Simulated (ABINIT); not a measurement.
## Run report: Na, band-structure run (part 3 of 3)

The same run, continued: Na (Im-3m, 1 atom in the cell); Kohn-Sham DFT of a periodic cell, r2SCAN, SG15 NC PBE v1.2, no spin polarisation (ABINIT 10.8.3); cutoff 1306.15 eV, 9×9×9 k-mesh, fermi-dirac of 0.05 eV. The structure derives from an entry of the Crystallography Open Database.

Geometry of the input (Å; fractional positions):
```
-2.1410  2.1410  2.1410
2.1410  -2.1410  2.1410
2.1410  2.1410  -2.1410
Na 0.0000  0.0000  0.0000
```

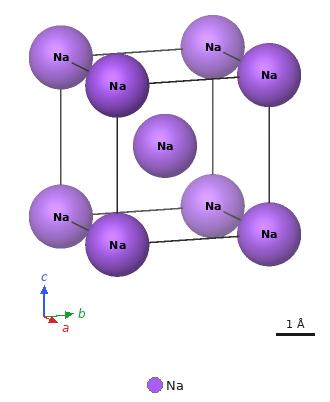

*The structure as given in the input (spheres-only view of the cell 2 times as large as that of the calculation, set on its symmetry axes, seen slightly off an axis). An atom can appear more than once, as a periodic image.*

Output, continued:
```
 Non-SCF case, kpt   37 (  0.22500  0.22500  0.22500), residuals and eigenvalues=
  6.31E-12  6.57E-12  1.76E-12  9.06E-12  2.55E-12  2.04E-12  4.35E-12  4.81E-12
  3.49E-12  6.97E-12  8.36E-12  6.99E-12  2.47E-11  5.01E-08  5.73E-05
 -2.0401E+00 -9.4505E-01 -9.4480E-01 -9.4480E-01  7.9101E-02  1.3209E-01
  1.3209E-01  2.0186E-01  6.6748E-01  6.6748E-01  6.8618E-01  6.8618E-01
  7.2021E-01  7.5046E-01  7.8167E-01
 Non-SCF case, kpt   38 (  0.25000  0.25000  0.25000), residuals and eigenvalues=
  7.95E-12  2.35E-12  2.86E-12  2.81E-12  1.34E-12  5.47E-12  4.76E-12  6.75E-12
  5.14E-12  5.89E-12  2.43E-12  1.27E-11  4.32E-11  2.86E-10  1.93E-08
 -2.0401E+00 -9.4489E-01 -9.4489E-01 -9.4489E-01  1.1449E-01  1.1449E-01
  1.1449E-01  1.9262E-01  6.8537E-01  6.8537E-01  7.1705E-01  7.1705E-01
  7.1705E-01  7.6721E-01  7.6721E-01
 Non-SCF case, kpt   39 (  0.27500  0.17500  0.27500), residuals and eigenvalues=
  5.80E-12  3.45E-12  2.09E-12  2.56E-12  9.20E-13  6.59E-13  6.33E-13  9.32E-13
  5.29E-12  9.73E-12  3.87E-12  4.47E-11  3.59E-10  8.08E-06  3.77E-06
 -2.0401E+00 -9.4497E-01 -9.4497E-01 -9.4472E-01  1.0150E-01  1.0150E-01
  1.3408E-01  2.0807E-01  6.5219E-01  6.5219E-01  6.7513E-01  7.1779E-01
  7.1779E-01  7.8416E-01  7.8482E-01
 Non-SCF case, kpt   40 (  0.30000  0.10000  0.30000), residuals and eigenvalues=
  5.08E-12  1.40E-12  1.67E-12  5.69E-12  2.07E-12  1.69E-12  2.17E-12  2.83E-12
  1.65E-12  5.99E-12  6.82E-12  5.52E-12  1.69E-11  1.04E-07  1.46E-05
 -2.0401E+00 -9.4504E-01 -9.4504E-01 -9.4458E-01  9.3115E-02  9.3115E-02
  1.3610E-01  2.5007E-01  5.8816E-01  5.8816E-01  6.2878E-01  7.1579E-01
  7.1579E-01  7.7722E-01  8.2845E-01
 Non-SCF case, kpt   41 (  0.32500  0.02500  0.32500), residuals and eigenvalues=
  2.12E-12  1.17E-12  2.88E-12  1.20E-12  8.56E-12  4.02E-12  2.81E-12  3.28E-12
  6.85E-12  2.99E-12  2.33E-12  1.14E-11  1.10E-10  4.91E-09  2.51E-05
 -2.0401E+00 -9.4509E-01 -9.4509E-01 -9.4450E-01  8.9318E-02  8.9318E-02
  1.3540E-01  3.0367E-01  5.2356E-01  5.2356E-01  5.8025E-01  7.1502E-01
  7.1502E-01  7.7154E-01  8.7407E-01
 Non-SCF case, kpt   42 (  0.35000 -0.05000  0.35000), residuals and eigenvalues=
  9.02E-12  1.69E-12  9.80E-13  5.69E-13  3.23E-12  4.62E-12  2.31E-12  2.13E-12
  9.35E-13  3.43E-12  2.26E-12  2.45E-12  4.71E-12  7.73E-11  7.68E-07
 -2.0401E+00 -9.4513E-01 -9.4513E-01 -9.4450E-01  9.0103E-02  9.0103E-02
  1.3737E-01  3.6313E-01  4.6251E-01  4.6251E-01  5.3175E-01  7.1660E-01
  7.1660E-01  7.7076E-01  9.2008E-01
 Non-SCF case, kpt   43 (  0.37500 -0.12500  0.37500), residuals and eigenvalues=
  2.07E-12  9.59E-13  8.86E-13  7.36E-13  1.89E-12  6.08E-12  1.04E-12  1.29E-12
  9.24E-12  6.56E-12  2.45E-12  7.87E-12  5.23E-12  8.16E-12  1.84E-07
 -2.0401E+00 -9.4515E-01 -9.4515E-01 -9.4458E-01  9.5466E-02  9.5466E-02
  1.4319E-01  4.0582E-01  4.0582E-01  4.2536E-01  4.8642E-01  7.2113E-01
  7.2113E-01  7.7547E-01  9.5644E-01
 Non-SCF case, kpt   44 (  0.40000 -0.20000  0.40000), residuals and eigenvalues=
  1.12E-12  8.34E-12  7.29E-13  7.46E-13  1.93E-12  8.63E-12  2.50E-12  2.65E-12
  8.29E-13  2.46E-12  5.59E-12  2.14E-12  1.22E-12  1.82E-12  1.86E-08
 -2.0401E+00 -9.4516E-01 -9.4516E-01 -9.4471E-01  1.0541E-01  1.0541E-01
  1.5295E-01  3.5375E-01  3.5375E-01  4.3487E-01  5.0026E-01  7.2872E-01
  7.2872E-01  7.8549E-01  9.5718E-01
 Non-SCF case, kpt   45 (  0.42500 -0.27500  0.42500), residuals and eigenvalues=
  6.89E-12  7.54E-13  1.49E-12  3.98E-12  9.56E-13  2.54E-12  8.71E-13  1.48E-12
  1.10E-12  3.89E-12  3.46E-12  2.04E-12  5.36E-12  5.85E-10  9.28E-07
 -2.0401E+00 -9.4516E-01 -9.4516E-01 -9.4486E-01  1.1992E-01  1.1992E-01
  1.6608E-01  3.0642E-01  3.0642E-01  3.9592E-01  5.6955E-01  7.3899E-01
  7.3899E-01  8.0013E-01  9.3134E-01
 Non-SCF case, kpt   46 (  0.45000 -0.35000  0.45000), residuals and eigenvalues=
  9.35E-12  7.21E-12  1.32E-12  1.24E-12  1.36E-12  7.26E-12  5.07E-12  1.25E-12
  3.39E-12  6.94E-12  4.53E-12  8.63E-12  5.09E-11  4.21E-08  8.20E-06
 -2.0401E+00 -9.4516E-01 -9.4516E-01 -9.4501E-01  1.3897E-01  1.3897E-01
  1.8112E-01  2.6391E-01  2.6391E-01  3.6121E-01  6.4232E-01  7.5086E-01
  7.5086E-01  8.1718E-01  9.0298E-01
 Non-SCF case, kpt   47 (  0.47500 -0.42500  0.47500), residuals and eigenvalues=
  1.34E-12  1.49E-12  1.59E-12  1.68E-12  4.18E-13  3.70E-12  3.85E-13  1.32E-12
  8.14E-12  4.50E-12  6.48E-12  7.53E-11  8.81E-10  1.53E-07  9.56E-05
 -2.0401E+00 -9.4515E-01 -9.4515E-01 -9.4511E-01  1.6227E-01  1.6227E-01
  1.9475E-01  2.2651E-01  2.2651E-01  3.3560E-01  7.1449E-01  7.6172E-01
  7.6172E-01  8.2645E-01  8.8180E-01
 Non-SCF case, kpt   48 (  0.50000 -0.50000  0.50000), residuals and eigenvalues=
  2.02E-12  3.19E-12  1.33E-12  1.22E-12  1.03E-12  3.83E-12  6.69E-12  1.23E-12
  9.48E-12  3.93E-12  4.40E-12  3.44E-12  6.86E-12  2.69E-11  9.01E-12
 -2.0401E+00 -9.4515E-01 -9.4515E-01 -9.4515E-01  1.8335E-01  1.8335E-01
  2.0074E-01  2.0074E-01  2.0074E-01  3.2559E-01  7.6651E-01  7.6651E-01
  7.6651E-01  8.0469E-01  8.7265E-01

Result for kinetic energy density :

--------------------------------------------------------------------------------
 Total kinetic energy density [Ha/Bohr^3]
)     Maximum=    1.2559E+01  at reduced coord.    0.0000    0.0000    0.0000
)     Minimum=    2.6864E-04  at reduced coord.    0.7333    0.4889    0.2444
   Integrated=    2.1768E+01
--------------------------------------------------------------------------------

--- !ResultsGS
iteration_state: {dtset: 2, }
comment   : Summary of ground state results
lattice_vectors:
- [ -4.0459036,   4.0459036,   4.0459036, ]
- [  4.0459036,  -4.0459036,   4.0459036, ]
- [  4.0459036,   4.0459036,  -4.0459036, ]
lattice_lengths: [   7.00771,    7.00771,    7.00771, ]
lattice_angles: [109.471, 109.471, 109.471, ] # degrees, (23, 13, 12)
lattice_volume:   2.6491503E+02
convergence: {deltae:  0.000E+00, res2:  0.000E+00, residm:  9.958E-12, diffor:  0.000E+00, }
etotal    :  -4.26506920E+01
entropy   :   0.00000000E+00
fermie    :   1.15919028E-02
cartesian_stress_tensor: null
pressure_GPa: null
xred      :
- [  0.0000E+00,   0.0000E+00,   0.0000E+00, Na]
cartesian_forces: null
force_length_stats: {min: null, max: null, mean: null, }
...

 Integrated electronic density in atomic spheres:
 ------------------------------------------------
 Atom  Sphere_radius  Integrated_density
    1        2.00000          7.94161919
================================================================================

 ----iterations are completed or convergence reached----

 Mean square residual over all n,k,spin=   36.444E-13; max=  99.582E-13
 reduced coordinates (array xred) for    1 atoms
       0.000000000000      0.000000000000      0.000000000000

 cartesian coordinates (angstrom) at end:
    1      0.00000000000000     0.00000000000000     0.00000000000000
 length scales=  7.007710659323  7.007710659323  7.007710659323 bohr
              =  3.708320779000  3.708320779000  3.708320779000 angstroms
 Eigenvalues (   eV  ) for nkpt=  48  k points:
 kpt#   1, nband= 15, wtk=  1.00000, kpt=  0.0000  0.0000  0.0000 (reduced coord)
 -55.51599  -25.69729  -25.69729  -25.69729   -3.05326   12.62584   12.62584   12.62584
  13.70352   13.70352   14.14028   14.14028   14.14028   14.97388   14.97388
 kpt#   2, nband= 15, wtk=  1.00000, kpt=  0.0455 -0.0455  0.0455 (reduced coord)
 -55.51591  -25.69809  -25.69769  -25.69769   -2.97809   11.85355   11.85355   12.35980
  12.69824   13.36957   14.55483   14.55483   15.16548   15.53410   15.53774
 kpt#   3, nband= 15, wtk=  1.00000, kpt=  0.0909 -0.0909  0.0909 (reduced coord)
 -55.51575  -25.70034  -25.69889  -25.69889   -2.75319   10.69868   10.69868   10.96587
  12.64415   12.91538   14.83898   14.83898   15.53738   17.01160   17.01244
 kpt#   4, nband= 15, wtk=  1.00000, kpt=  0.1364 -0.1364  0.1364 (reduced coord)
 -55.51548  -25.70363  -25.70079  -25.70079   -2.38027    9.60865    9.60865    9.71381
  11.77953   13.27716   15.16107   15.16107   15.96651   18.78840   18.78843
 kpt#   5, nband= 15, wtk=  1.00000, kpt=  0.1818 -0.1818  0.1818 (reduced coord)
 -55.51514  -25.70737  -25.70328  -25.70328   -1.86212    8.60759    8.63541    8.63541
  10.88738   13.78338   15.59017   15.59017   16.36937   20.73861   20.74048
 kpt#   6, nband= 15, wtk=  1.00000, kpt=  0.2273 -0.2273  0.2273 (reduced coord)
 -55.51478  -25.71100  -25.70616  -25.70616   -1.20253    7.64818    7.79029    7.79029
  10.02853   14.43373   16.13577   16.13577   16.31962   19.29560   22.82983
 kpt#   7, nband= 15, wtk=  1.00000, kpt=  0.2727 -0.2727  0.2727 (reduced coord)
 -55.51441  -25.71406  -25.70923  -25.70923   -0.40636    6.83600    7.07620    7.07620
   9.23700   15.09704   15.22765   16.79907   16.79907   19.25586   25.02155
 kpt#   8, nband= 15, wtk=  1.00000, kpt=  0.3182 -0.3182  0.3182 (reduced coord)
 -55.51407  -25.71629  -25.71222  -25.71222    0.52002    6.17128    6.49347    6.49347
   8.52614   13.35039   16.16423   17.57736   17.57736   20.00619   27.07063
 kpt#   9, nband= 15, wtk=  1.00000, kpt=  0.3636 -0.3636  0.3636 (reduced coord)
 -55.51378  -25.71769  -25.71489  -25.71489    1.56756    5.65416    6.04152    6.04152
   7.88068   11.63217   17.24161   18.46127   18.46127   21.02110   26.76600
 kpt#  10, nband= 15, wtk=  1.00000, kpt=  0.4091 -0.4091  0.4091 (reduced coord)
 -55.51356  -25.71843  -25.71699  -25.71699    2.72107    5.28473    5.71951    5.71951
   7.22286   10.16170   18.45500   19.42280   19.42280   22.14269   24.85458
 kpt#  11, nband= 15, wtk=  1.00000, kpt=  0.4545 -0.4545  0.4545 (reduced coord)
 -55.51340  -25.71873  -25.71834  -25.71834    3.94762    5.06305    5.52666    5.52666
   6.38045    9.18292   19.78375   20.36085   20.36085   23.10985   23.20792
 kpt#  12, nband= 15, wtk=  1.00000, kpt=  0.5000 -0.5000  0.5000 (reduced coord)
 -55.51334  -25.71880  -25.71880  -25.71880    4.98915    4.98915    5.46244    5.46244
   5.46244    8.85982   20.85782   20.85782   20.85782   21.89681   23.74613
 kpt#  13, nband= 15, wtk=  1.00000, kpt=  0.4375 -0.4375  0.5000 (reduced coord)
 -55.51339  -25.71912  -25.71837  -25.71799    4.21447    4.57146    5.52313    5.77676
   6.37154    9.14810   19.52500   20.33489   20.92159   22.66650   23.79438
 kpt#  14, nband= 15, wtk=  1.00000, kpt=  0.3750 -0.3750  0.5000 (reduced coord)
 -55.51353  -25.72001  -25.71712  -25.71567    3.37625    3.93878    5.70524    6.19631
   7.61278    9.91380   17.77840   19.13376   21.11213   23.08431   23.91244
 kpt#  15, nband= 15, wtk=  1.00000, kpt=  0.3125 -0.3125  0.5000 (reduced coord)
 -55.51372  -25.72135  -25.71526  -25.71219    2.66239    3.31633    6.00874    6.66087
   8.99733   10.98272   16.10098   17.71526   21.42682   23.44129   24.08590
 kpt#  16, nband= 15, wtk=  1.00000, kpt=  0.2500 -0.2500  0.5000 (reduced coord)
 -55.51394  -25.72292  -25.71307  -25.70807    2.07846    2.76517    6.43322    7.21602
  10.51797   12.21405   14.53684   16.31039   21.85980   23.88594   24.24526
 kpt#  17, nband= 15, wtk=  1.00000, kpt=  0.1875 -0.1875  0.5000 (reduced coord)
 -55.51416  -25.72450  -25.71087  -25.70393    1.62490    2.31597    6.97697    7.88041
  12.17110   13.10050   13.32246   15.22956   22.39795   23.95447   24.14953
 kpt#  18, nband= 15, wtk=  1.00000, kpt=  0.1250 -0.1250  0.5000 (reduced coord)
 -55.51435  -25.72583  -25.70901  -25.70042    1.30139    1.98574    7.63340    8.65124
  11.80397   13.03573   13.95004   15.75979   22.29816   22.71123   23.00842
 kpt#  19, nband= 15, wtk=  1.00000, kpt=  0.0625 -0.0625  0.5000 (reduced coord)
 -55.51448  -25.72673  -25.70776  -25.69806    1.10748    1.78419    8.37020    9.48781
  10.68224   12.00495   15.82988   17.28573   20.18592   20.89795   23.59440
 kpt#  20, nband= 15, wtk=  1.00000, kpt=  0.0000  0.0000  0.5000 (reduced coord)
 -55.51451  -25.72704  -25.70732  -25.69723    1.04289    1.71647    8.88485   10.03915
  10.04940   11.35468   17.35054   18.56746   18.78371   19.30785   23.87951
 kpt#  21, nband= 15, wtk=  1.00000, kpt=  0.0000  0.0000  0.4375 (reduced coord)
 -55.51458  -25.72592  -25.70694  -25.69723    0.31336    2.56795    8.95339   10.09166
  10.11081   11.41798   17.05773   17.64675   19.67585   19.81030   23.04201
 kpt#  22, nband= 15, wtk=  1.00000, kpt=  0.0000  0.0000  0.3750 (reduced coord)
 -55.51473  -25.72273  -25.70585  -25.69724   -0.55085    3.79810    9.15882   10.24893
  10.29514   11.60322   16.50645   16.75368   20.33942   20.99353   21.56709
 kpt#  23, nband= 15, wtk=  1.00000, kpt=  0.0000  0.0000  0.3125 (reduced coord)
 -55.51497  -25.71793  -25.70423  -25.69725   -1.30280    5.16012    9.50042   10.50991
  10.60258   11.89478   15.96164   16.00230   20.06293   20.26217   20.73059
 kpt#  24, nband= 15, wtk=  1.00000, kpt=  0.0000  0.0000  0.2500 (reduced coord)
 -55.51526  -25.71225  -25.70231  -25.69726   -1.92675    6.63784    9.97653   10.87163
  11.03319   12.26085   15.41177   15.49223   18.64702   19.00756   19.07230
 kpt#  25, nband= 15, wtk=  1.00000, kpt=  0.0000  0.0000  0.1875 (reduced coord)
 -55.51553  -25.70654  -25.70039  -25.69727   -2.41690    8.22293   10.58320   11.32600
  11.58633   12.64335   15.00855   15.11564   17.35870   17.43071   17.71617
 kpt#  26, nband= 15, wtk=  1.00000, kpt=  0.0000  0.0000  0.1250 (reduced coord)
 -55.51576  -25.70169  -25.69876  -25.69728   -2.76956    9.90120   11.30900   11.84969
  12.25879   12.95634   14.82058   14.82900   16.01175   16.23379   16.44807
 kpt#  27, nband= 15, wtk=  1.00000, kpt=  0.0000  0.0000  0.0625 (reduced coord)
 -55.51592  -25.69843  -25.69767  -25.69729   -2.98220   11.60996   12.10616   12.36573
  13.03562   13.16876   14.57044   14.79436   14.79863   15.35516   15.39193
 kpt#  28, nband= 15, wtk=  1.00000, kpt=  0.0000  0.0000  0.0000 (reduced coord)
 -55.51599  -25.69729  -25.69729  -25.69729   -3.05326   12.62584   12.62584   12.62584
  13.70352   13.70352   14.14028   14.14028   14.14028   14.97388   14.97388
 kpt#  29, nband= 15, wtk=  1.00000, kpt=  0.0250  0.0250  0.0250 (reduced coord)
 -55.51592  -25.69850  -25.69741  -25.69741   -2.98504   11.84285   11.84285   12.25919
  13.32463   13.32463   14.20769   14.80698   14.80699   15.22282   15.71110
 kpt#  30, nband= 15, wtk=  1.00000, kpt=  0.0500  0.0500  0.0500 (reduced coord)
 -55.51577  -25.70189  -25.69779  -25.69779   -2.78089   10.45905   10.45905   11.43938
  13.45380   13.45380   14.40993   14.99853   14.99853   15.74074   17.49864
 kpt#  31, nband= 15, wtk=  1.00000, kpt=  0.0750  0.0750  0.0750 (reduced coord)
 -55.51555  -25.70675  -25.69846  -25.69846   -2.44223    9.11658    9.11658   10.46216
  13.76707   13.76707   14.74699   15.24302   15.24302   16.34516   19.48238
 kpt#  32, nband= 15, wtk=  1.00000, kpt=  0.1000  0.1000  0.1000 (reduced coord)
 -55.51529  -25.71206  -25.69946  -25.69946   -1.97142    7.88394    7.88394    9.45340
  14.21934   14.21934   15.21883   15.57810   15.57810   17.01658   21.56379
 kpt#  33, nband= 15, wtk=  1.00000, kpt=  0.1250  0.1250  0.1250 (reduced coord)
 -55.51504  -25.71673  -25.70082  -25.70082   -1.37182    6.77348    6.77348    8.47385
  14.80277   14.80277   15.82543   16.00796   16.00796   17.76295   23.25721
 kpt#  34, nband= 15, wtk=  1.00000, kpt=  0.1500  0.1500  0.1500 (reduced coord)
 -55.51479  -25.71982  -25.70254  -25.70254   -0.64806    5.78868    5.78868    7.55987
  15.51260   15.51260   16.53303   16.53303   16.56673   18.57901   22.93654
 kpt#  35, nband= 15, wtk=  1.00000, kpt=  0.1750  0.1750  0.1750 (reduced coord)
 -55.51461  -25.72075  -25.70459  -25.70459    0.19278    4.93053    4.93053    6.73805
  16.34057   16.34057   17.15107   17.15107   17.44265   19.43343   22.26836
 kpt#  36, nband= 15, wtk=  1.00000, kpt=  0.2000  0.2000  0.2000 (reduced coord)
 -55.51449  -25.71940  -25.70688  -25.70688    1.13750    4.19915    4.19915    6.03472
  17.26141   17.26141   17.85838   17.85838   18.45310   20.23367   21.69503
 kpt#  37, nband= 15, wtk=  1.00000, kpt=  0.2250  0.2250  0.2250 (reduced coord)
 -55.51445  -25.71613  -25.70931  -25.70931    2.15244    3.59422    3.59422    5.49286
  18.16312   18.16312   18.67202   18.67202   19.59794   20.42112   21.27027
 kpt#  38, nband= 15, wtk=  1.00000, kpt=  0.2500  0.2500  0.2500 (reduced coord)
 -55.51446  -25.71171  -25.71171  -25.71171    3.11532    3.11532    3.11532    5.24132
  18.64974   18.64974   19.51187   19.51187   19.51187   20.87696   20.87696
 kpt#  39, nband= 15, wtk=  1.00000, kpt=  0.2750  0.1750  0.2750 (reduced coord)
 -55.51444  -25.71394  -25.71394  -25.70712    2.76198    2.76198    3.64850    5.66196
  17.74706   17.74706   18.37114   19.53210   19.53210   21.33813   21.35607
 kpt#  40, nband= 15, wtk=  1.00000, kpt=  0.3000  0.1000  0.3000 (reduced coord)
 -55.51442  -25.71585  -25.71585  -25.70337    2.53380    2.53380    3.70351    6.80474
  16.00458   16.00458   17.11010   19.47776   19.47776   21.14935   22.54319
 kpt#  41, nband= 15, wtk=  1.00000, kpt=  0.3250  0.0250  0.3250 (reduced coord)
 -55.51435  -25.71734  -25.71734  -25.70126    2.43047    2.43047    3.68447    8.26326
  14.24670   14.24670   15.78929   19.45679   19.45679   20.99477   23.78455
 kpt#  42, nband= 15, wtk=  1.00000, kpt=  0.3500 -0.0500  0.3500 (reduced coord)
 -55.51424  -25.71837  -25.71837  -25.70123    2.45182    2.45182    3.73795    9.88133
  12.58541   12.58541   14.46960   19.49957   19.49957   20.97351   25.03669
 kpt#  43, nband= 15, wtk=  1.00000, kpt=  0.3750 -0.1250  0.3750 (reduced coord)
 -55.51409  -25.71897  -25.71897  -25.70322    2.59776    2.59776    3.89650   11.04287
  11.04287   11.57476   13.23603   19.62302   19.62302   21.10148   26.02593
 kpt#  44, nband= 15, wtk=  1.00000, kpt=  0.4000 -0.2000  0.4000 (reduced coord)
 -55.51390  -25.71919  -25.71919  -25.70675    2.86829    2.86829    4.16206    9.62609
   9.62609   11.83328   13.61274   19.82939   19.82939   21.37438   26.04623
 kpt#  45, nband= 15, wtk=  1.00000, kpt=  0.4250 -0.2750  0.4250 (reduced coord)
 -55.51370  -25.71916  -25.71916  -25.71100    3.26323    3.26323    4.51927    8.33808
   8.33808   10.77365   15.49822   20.10884   20.10884   21.77268   25.34299
 kpt#  46, nband= 15, wtk=  1.00000, kpt=  0.4500 -0.3500  0.4500 (reduced coord)
 -55.51351  -25.71901  -25.71901  -25.71498    3.78144    3.78144    4.92854    7.18131
   7.18131    9.82898   17.47833   20.43203   20.43203   22.23661   24.57122
 kpt#  47, nband= 15, wtk=  1.00000, kpt=  0.4750 -0.4250  0.4750 (reduced coord)
 -55.51339  -25.71886  -25.71886  -25.71779    4.41564    4.41564    5.29933    6.16376
   6.16376    9.13216   19.44229   20.72735   20.72735   22.48893   23.99489
 kpt#  48, nband= 15, wtk=  1.00000, kpt=  0.5000 -0.5000  0.5000 (reduced coord)
 -55.51334  -25.71880  -25.71880  -25.71880    4.98915    4.98915    5.46244    5.46244
   5.46244    8.85982   20.85782   20.85782   20.85782   21.89681   23.74613

== END DATASET(S) ==============================================================
================================================================================

 -outvars: echo values of variables after computation  --------
            acell      7.0077106593E+00  7.0077106593E+00  7.0077106593E+00 Bohr
           etotal1    -4.2650692016E+01
            fcart1    -0.0000000000E+00 -0.0000000000E+00 -0.0000000000E+00
            rprim     -5.7735026920E-01  5.7735026920E-01  5.7735026920E-01
                       5.7735026920E-01 -5.7735026920E-01  5.7735026920E-01
                       5.7735026920E-01  5.7735026920E-01 -5.7735026920E-01
           strten1     5.6778333696E-06  5.6778333696E-06  5.6778333696E-06
                       0.0000000000E+00  0.0000000000E+00  0.0000000000E+00
 Calculation completed.
```

Summary:

- outcome: converged
- space group (tolerance 0.01 Å): Im-3m (229)
- electrons treated: 9
- free energy: −1160.5845 eV
- Fermi energy: 0.315 eV
- gap on the k-point mesh: none (metallic)
- pressure: −0.17 GPa
- largest force (length of the vector): under 0.001 eV/Å
- wall time: 41 s (CPU time 2.7 min)
- peak memory: 0.44 GiB

Remarks:

Further notes kept with the run: usekden=1 mkcore_alt not yet in production. You have been warned! May not work with PAW or NC. Points of doubt noted for this run: meta gga on norm conserving file of another functional.
